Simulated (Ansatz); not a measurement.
## Where Sn_Mg puts its levels in the gap of MgO (Fm-3m)

Charge states of Sn_Mg in MgO (Fm-3m), set against the band edges. Model: a cell of 54 host atoms with 1 Mg taken out and 1 Sn put in.

Main program and level: Ansatz 0.2.0; place-levels on r2SCAN runs: charge-transition levels and formation energies with image-charge correction and potential alignment at the atomic sites; PAW set soft_1.

Experimental background.

“Electronic structure of alkaline earth and post-transition metal oxides” (2009, arxiv:0908.1581) quotes from earlier work for MgO, rocksalt (bulk crystal): band gap (literature experimental gap) 7.83 eV [Literature value based on experiment; other listed experimental values range from 7.7 to …].

This is a report of a sequence of runs, with most program output left out.

### Step 1. The starting structure

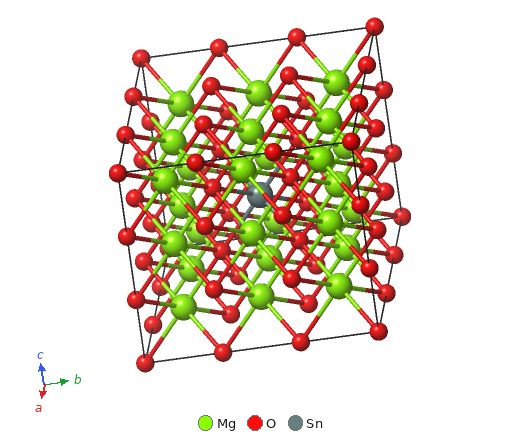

Start, viewed slightly off an axis; magnesium green, oxygen red, tin teal. Bonds to atoms that aren't drawn are left out. Some periodic images of atoms are drawn too.

The cell holds 54 atoms: 26 Mg, 27 O and 1 Sn. Cell: a = 8.925 Å, b = 8.925 Å, c = 8.925 Å, α = 60.0°, β = 60.0°, γ = 60.0°. It derives from MgO (space group Fm-3m). Nearest the centre at fractional (0.667, 0.667, 0.333): Sn51 at 0.00 Å, O28 at 2.10 Å, O44 at 2.10 Å, O32 at 2.10 Å, O34 at 2.10 Å, O46 at 2.10 Å, O50 at 2.10 Å, Mg9 at 2.98 Å.

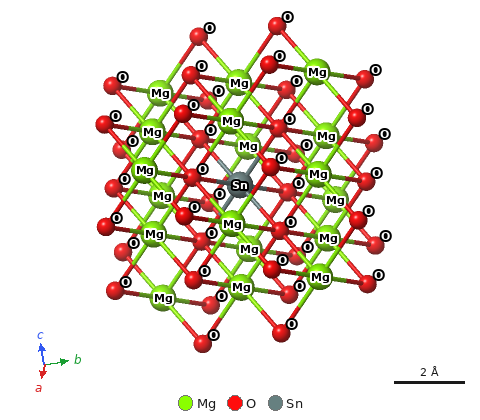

The atoms within 5 Å of the centre.

The host's dielectric constants go in as inputs: 3.24 for the electrons alone, 10.37 with the ions, from a response run on this crystal (DFPT, PBEsol) at that run's own cell.

The cell's shortest repeat is 8.9 Å.

### Step 2. The runs of each charge state

A transition level is the Fermi level at which two charge states cost the same, so each charge needs its own total energy, at its own relaxed structure.

Random displacements of about 0.05 Å break the site symmetry at the start, so that the relaxation can reach a distorted minimum if there is one. Forces are taken at one point at (¼, ¼, ¼). The cell holds 1 electron more than the neutral one, with a uniform background that keeps it neutral on the whole. The electron count is odd, so at least one spin is unpaired; this run locks the moment at 1 μB.

The sampling was tested on the host first: at the k-points planned (1x1x1 shifted 0.25 0.25 0.25) its energy lies 0.020 eV an atom from the dense-mesh value, under the bound of 0.02 eV set for this test; that bounds the host's error, not the defect's.

One of the inputs; charge, spin and start change from state to state.

qm1_M1.relax/input.yaml reads:

```yaml
crystal:
  lattice:
    - [0.0, 6.31124291, 6.31124291]
    - [6.31124291, 0.0, 6.31124291]
    - [6.31124291, 6.31124291, 0.0]
  atoms:
    - { symbol: Mg, position: [0.0, 0.0, 0.0] }
    - { symbol: O, position: [0.16666667, 0.16666667, 0.16666667] }
[... 6 atom lines left out ...]
    - { symbol: Mg, position: [0.0, 0.33333333, 0.33333333] }
[... 3 atom lines left out ...]
    - { symbol: Mg, position: [0.0, 0.66666667, 0.0] }
[... 1 atom line left out ...]
    - { symbol: Mg, position: [0.0, 0.66666667, 0.33333333] }
[... 5 atom lines left out ...]
    - { symbol: Mg, position: [0.33333333, 0.0, 0.33333333] }
[... 6 atom lines left out ...]
    - { symbol: O, position: [0.5, 0.5, 0.5] }
[... 1 atom line left out ...]
    - { symbol: O, position: [0.5, 0.5, 0.83333333] }
[... 1 atom line left out ...]
    - { symbol: O, position: [0.5, 0.83333333, 0.16666667] }
    - { symbol: Mg, position: [0.33333333, 0.66666667, 0.33333333] }
    - { symbol: O, position: [0.5, 0.83333333, 0.5] }
    - { symbol: Mg, position: [0.33333333, 0.66666667, 0.66666667] }
[... 1 atom line left out ...]
    - { symbol: Mg, position: [0.66666667, 0.0, 0.0] }
[... 1 atom line left out ...]
    - { symbol: Mg, position: [0.66666667, 0.0, 0.33333333] }
[... 4 atom lines left out ...]
    - { symbol: O, position: [0.83333333, 0.5, 0.16666667] }
    - { symbol: Mg, position: [0.66666667, 0.33333333, 0.33333333] }
    - { symbol: O, position: [0.83333333, 0.5, 0.5] }
    - { symbol: Mg, position: [0.66666667, 0.33333333, 0.66666667] }
[... 1 atom line left out ...]
    - { symbol: Mg, position: [0.66666667, 0.66666667, 0.0] }
    - { symbol: O, position: [0.83333333, 0.83333333, 0.16666667] }
    - { symbol: Sn, position: [0.66666667, 0.66666667, 0.33333333] }
[... 1 atom line left out ...]
    - { symbol: Mg, position: [0.66666667, 0.66666667, 0.66666667] }
    - { symbol: O, position: [0.83333333, 0.83333333, 0.83333333] }
  host:
    repeats: [3, 3, 3]
    atoms:
      - { symbol: Mg, position: [0.0, 0.0, 0.0] }
      - { symbol: O, position: [0.5, 0.5, 0.5] }
total_charge: -1
basis:
  ecutwfc: 500
  xc_grid: 2
hamiltonian:
  xc: r2scan
  pseudopotentials: { kind: paw, azcp: { folder: soft_1 } }
kpoints:
  mp_grid: { grid: [1, 1, 1], shift: [0.25, 0.25, 0.25] }
magnetization:
  spin_polarized: true
  initial_magnetization: 1
  spin_locking: { lock_magnetization: hard }
scf:
  occupations: { method: fixed }
  max_iter: 100
output:
  forces: true
  charged_corrections:
    epsilon: 3.24
    static_epsilon: 10.37
    defect_position: [0.666667, 0.666667, 0.333333]
relax:
  f_tol: 0.02
  max_steps: 80
  random_displacement: { amplitude: 0.05, seed: 3787 }
checkpoint:
  write: "../qm1_M1.relax.run"
  compress: false
  write_wavefunctions: true
  write_every: 100000
```

Run with:

```bash
> ansatz run input.yaml --threads 4 --pin off --max-ram 7536MiB --backend cpu --events-out ev --progress --plain --runs-dir out
```

The relaxed structure is kept and the sampling changed to a 2×2×2 shifted mesh.

The run of this state that the levels use, under r2SCAN:

qm1_M1.point/input.yaml reads:

```yaml
crystal:
  checkpoint: "../qm1_M1.relax.run"
  host: checkpoint
total_charge: -1
basis:
  ecutwfc: 500
  xc_grid: 2
hamiltonian:
  xc: r2scan
  pseudopotentials: { kind: paw, azcp: { folder: soft_1 } }
kpoints:
  mp_grid: { grid: [2, 2, 2], shift: [0.5, 0.5, 0.5] }
magnetization:
  spin_polarized: true
  initial_magnetization: 1
  spin_locking: { lock_magnetization: hard }
scf:
  occupations: { method: fermi_dirac, width: 0.01 }
  max_iter: 100
output:
  forces: true
  eigenvalues: true
  charged_corrections:
    epsilon: 3.24
    static_epsilon: 10.37
    defect_position: [0.666667, 0.666667, 0.333333]
  eigenstates: { localisation: true }
  populations: true
  efg: {}
checkpoint:
  read: "../qm1_M1.relax.run"
  write: "../qm1_M1.point.run"
  compress: false
  write_wavefunctions: false
  write_every: 100000
```

Relaxations under r2SCAN at one point at (¼, ¼, ¼); times on 4 threads of Arm Neoverse V1, shared host:

```
charge  moment (μB)  occupations    outcome  steps  largest displacement against the far atoms (Å)     time
    −1            1        fixed  converged      9                                            0.26  4.9 min
     0            0        fixed  converged      6                                            0.17     79 s
    +1            1        fixed  converged      6                                            0.07    3 min
    +2            0        fixed  converged      6                                            0.07     80 s
```

Single points under r2SCAN at a 2×2×2 shifted mesh; times on 4 threads of Arm Neoverse V1, shared host:

```
charge  moment (μB)  occupations    outcome     time
    −1            1  fermi-dirac  converged  2.9 min
     0            0  fermi-dirac  converged     71 s
    +1            1  fermi-dirac  converged  2.7 min
    +2            0  fermi-dirac  converged     69 s
```

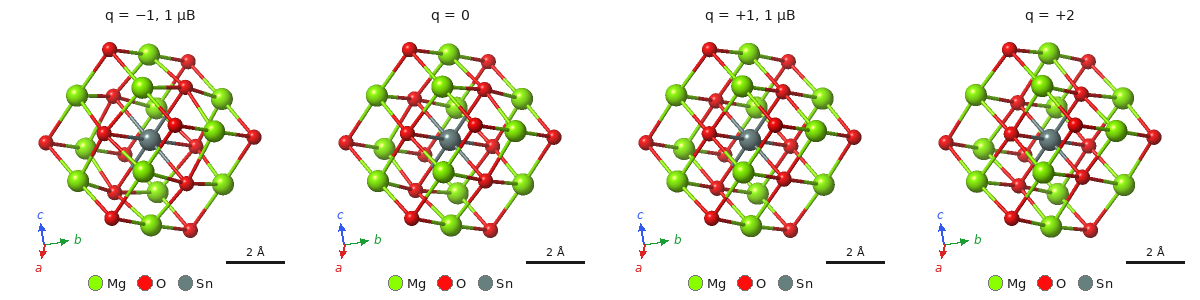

The structures near the centre after relaxation with r2SCAN, by charge.

Distances (Å) from Sn51 to the nearest atoms after relaxation with r2SCAN:

```
charge  moment (μB)      1.      2.      3.      4.      5.      6.
    −1            1  O 2.34  O 2.34  O 2.34  O 2.34  O 2.34  O 2.34
     0            0  O 2.28  O 2.28  O 2.28  O 2.28  O 2.28  O 2.28
    +1            1  O 2.17  O 2.18  O 2.18  O 2.18  O 2.18  O 2.18
    +2            0  O 2.06  O 2.06  O 2.06  O 2.06  O 2.06  O 2.06
```

### Step 3. Placing the levels, r2SCAN

A charged cell interacts with its images and the background, and its potential has another zero than the host's. place-levels removes the first by a point-charge model, screened by the static dielectric constant since the ions have relaxed around the charge, and the second by comparing potentials at atoms far from the defect.

The host is a run of the defect-free crystal in the same cutoffs, grids and k-points, so that basis and sampling errors cancel in part in the differences. The host is run in a cell of 2 atoms on a matching mesh. Its band edges are searched through the zone by a band path, so the gap is smaller than, or equal to, that on the mesh. Chemical potentials are energies per atom of Mg (hcp) and Sn (alpha-Sn (diamond)), run with the same functional and cutoff.

levels.point.yaml reads:

```yaml
host:
  run: host.point.run
states: [qm1_M1.point.run, q0.point.run, qp1_M1.point.run, qp2.point.run]
geometry_from:
  qm1_M1.point.run: qm1_M1.relax.run
  q0.point.run: q0.relax.run
  qp1_M1.point.run: qp1_M1.relax.run
  qp2.point.run: qp2.relax.run
chemical_potentials:
  Mg:
    energy: -1926.407918
    dataset: "<sha256 of the dataset>"
  Sn:
    energy: -6038.703821
    dataset: <sha256 of the dataset>
epsilon: 3.24
static_epsilon: 10.37
vertical:
  - { from: qm1_M1.point.run, to: qm1_M1.point_neutral.run }
  - { from: qp1_M1.point.run, to: qp1_M1.point_neutral.run }
  - { from: qp2.point.run, to: qp2.point_neutral.run }
```

Run with:

```bash
> ansatz place-levels levels.point.yaml -- --threads 4 --pin off --max-ram 7536MiB
```

Run time: 0.46 s. Hardware: 4 threads of Arm Neoverse V1, shared host.

Levels between the charges placed, in eV above the valence top:

```
        gap (eV)  (+2/+1)  (+1/0)  (0/−1)
r2SCAN      5.68     3.82    3.72    6.18
```

Corrections by state:

```
charge  moment (μB)  image terms and alignment (eV)  band filling (eV)  ε used  over the lowest of its charge, as the program ranks them, band filling apart (eV)
    +2          0.0                           1.788                  -   10.37                                                                              0.000
    +1          1.0                           0.652                  -   10.37                                                                              0.000
     0          0.0                           0.000                  -       -                                                                              0.000
    −1          1.0                          -0.152             -0.383   10.37                                                                              0.000
```

The charged structures listed were also run neutral, and place-levels reads from each pair, by the potential or the spins, how wide the charge is by which they differ; that can be the carrier of either run.

```
charge  rms radius (Å)  spread where it is widest against the cell (Å)  wide from (Å)  reading
    +2             2.7                                            1.58           1.26     wide
    +1             2.2                                            1.26           1.26   narrow
    −1             1.7                                            0.99           1.26   narrow
```

The neutral runs of these pairs need not share the spin of the lowest neutral state, and very wide values only mean spread over the cell.

From the program's caveats on the states, each cut to its opening words:

- charge +2: it parts from the run at its places by a charge that spreads by about 1.6 Å along one vector (1.3 Å or more is wide), by its potential at epsilon 3.24, taken [...]
- charge +2, +1 (1 μB), 0, −1 (1 μB): its alignment with the host at atomic sites is doubtful: the cell is too small to show whether the defect's potential has decayed: take a larger one
- charge +1 (1 μB), −1 (1 μB): flagged: stability check not made
- charge −1 (1 μB): a band-filling correction moves a carrier to the host's band edge, which changes its energy by -0.383 eV

The host's formation energy from the elements is -2.963 eV per atom; it sets how far the chemical potentials can move.

Limit set by the element alone; other compounds of these elements are not counted. Chemical potentials from the elements' reference states: Mg 0.00 eV, O -5.93 eV, Sn 0.00 eV. Formation energy by charge state (Mg-rich; gap 5.68 eV):

```
charge  at valence top (eV)  at conduction bottom (eV)  correction included (eV)
    +2                -0.11                      11.25                      1.79
    +1                 3.72                       9.39                      0.65
     0                 7.43                       7.43                      0.00
    −1                13.61                       7.94                     -0.53
```

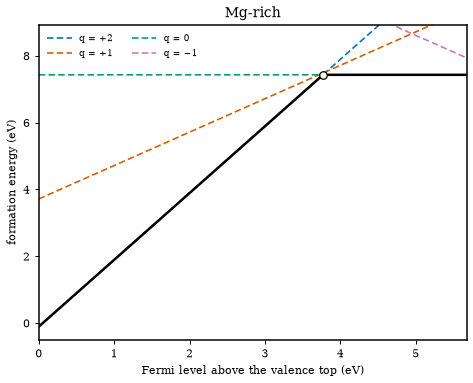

Formation energy against Fermi level; the thick line follows the lowest charge state and circles mark the transition levels.

Limit set by the element alone; other compounds of these elements are not counted. Chemical potentials from the elements' reference states: O 0.00 eV, Mg -5.93 eV, Sn 0.00 eV. Formation energy by charge state (O-rich; gap 5.68 eV):

```
charge  at valence top (eV)  at conduction bottom (eV)  correction included (eV)
    +2                -6.03                       5.32                      1.79
    +1                -2.21                       3.47                      0.65
     0                 1.51                       1.51                      0.00
    −1                 7.69                       2.01                     -0.53
```

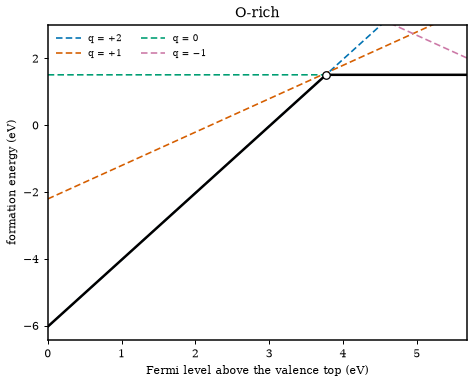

Formation energy against Fermi level; the thick line follows the lowest charge state and circles mark the transition levels.

The charge transition levels (eV, zero at the valence-band top of the host):

```
       conduction bottom  valence top
Sn_Mg               5.68         0.00
```

```
        level  energy (eV)
Sn_Mg  (+2/0)         3.77
```

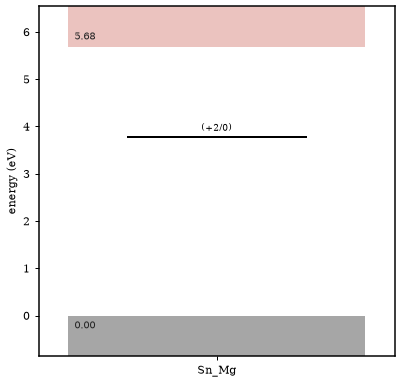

Charge transition levels. Shaded: valence and conduction bands.

### Step 4. Effect of the sampling

The relaxations' own energies give the levels at their sampling, for comparison.

levels.relax_mesh.yaml reads:

```yaml
host:
  run: host.relax.run
states: [qm1_M1.relax.run, q0.relax.run, qp1_M1.relax.run, qp2.relax.run]
chemical_potentials:
  Mg:
    energy: -1926.407918
    dataset: "<sha256 of the dataset>"
  Sn:
    energy: -6038.703821
    dataset: <sha256 of the dataset>
```

Run with:

```bash
> ansatz place-levels levels.relax_mesh.yaml -- --threads 4 --pin off --max-ram 7536MiB
```

Run time: 0.14 s. Hardware: 4 threads.

Levels between neighbouring charges, in eV above the valence top:

```
                        gap (eV)  (+2/+1)  (+1/0)  (0/−1)
one point at (¼, ¼, ¼)      5.66     3.68    3.60    6.26
  a 2×2×2 shifted mesh      5.68     3.82    3.72    6.18
```

Going from one point at (¼, ¼, ¼) to a 2×2×2 shifted mesh moves the levels that carry no band-filling term by up to 0.14 eV and formation energies against the elements by up to 0.14 eV; band-filling terms, which differ between samplings, are in these energies.

### Step 5. Results

```
gap of the host                                                          : 5.68 eV (r2SCAN)
level (plus 2/plus 1)                                                    : 3.82 eV above the valence top, not a change between lowest states
level (plus 1/0)                                                         : 3.72 eV above the valence top, not a change between lowest states
level (0/minus 1)                                                        : 6.18 eV above the valence top, past the conduction bottom (6.57 eV above the valence top without the band-filling term)
level (plus 2/0)                                                         : 3.77 eV above the valence top
lowest of the charges placed, just above the valence top (0.02 eV)       : +2
lowest of the charges placed, just below the conduction bottom (0.02 eV) : 0
lowest formation energy at mid-gap of the charges run, Mg-rich           : 5.57 eV
lowest formation energy at mid-gap of the charges run, O-rich            : -0.35 eV
```

Of the charges placed (−1, 0, +1 and +2), the lowest changes at 3.77 eV (+2/0) above the valence top, in a gap of 5.68 eV. (+2/0) passes over charge +1, which lies 0.05 eV above the two there; a lower structure or spin state of it, if missed, would change that. Charges above +2 were not placed, so these runs say nothing of levels that involve them. States placed: +2 at 0 μB; +1 at 1 μB; 0 at 0 μB; −1 at 1 μB. Other spin states or structures, where not listed, weren't placed. The program finds carriers beyond a band edge of the host and adds a band-filling term at charge −1 (-0.38 eV); steps to such a charge show no bound level, and a defect level inside a band would be read the same way. Corrections reach 1.8 eV, so the cell is small for these charges and their levels are rough. Sn is taken at its element; compounds, which aren't counted here, bound the chemical potentials and would shift these formation energies. Going from one point at (¼, ¼, ¼) to a 2×2×2 shifted mesh moves the levels that carry no band-filling term by up to 0.14 eV and formation energies against the elements by up to 0.14 eV; band-filling terms, which differ between samplings, are in these energies. The program doubts the alignment of potentials for at least one state, a sign that the cell is small. What this leaves open: the images are only 8.9 Å apart; r2SCAN makes the gap too small and tends to spread out bound carriers; where a gas molecule sets a chemical potential or the host's formation energy, its binding is uncorrected; spin–orbit coupling, which can matter with heavy atoms, is left out; force components of up to 0.24 eV/Å remain in a run at the final settings.

Comparison with the measured values:

| quantity | measured | r2SCAN |
| --- | --- | --- |
| band gap (least gap of the host) (eV) | 7.83 | 5.68 (-2.15 eV) |

Measured values from arxiv:0908.1581 (2009).

Verdict: The band gap is off by -2.15 eV: a clear miss. Local and semilocal functionals usually give gaps below the measured ones. Zero-point and thermal motion shift the measured gap.

[Logs are printed without paths, hosts, clocks, repeated set-up lines and the standing remarks that a program may print on its own settings, such as how far it seeks lower states.]

[Hosts, paths, dates, database ids (printed as entryN), source tags and the programs' standing remarks are cut or masked in the printed files.]

[Where a table of states has a column of steps, it counts the stored structures, which are thinned; the runs took as many ionic steps or more.]

[A defect's name tells the site on which it was built; relaxed atoms can leave that site.]

[For some hosts the program warned that the k-mesh of the response run may be too coarse for force constants and the static dielectric constant; such warnings are not shown here.]
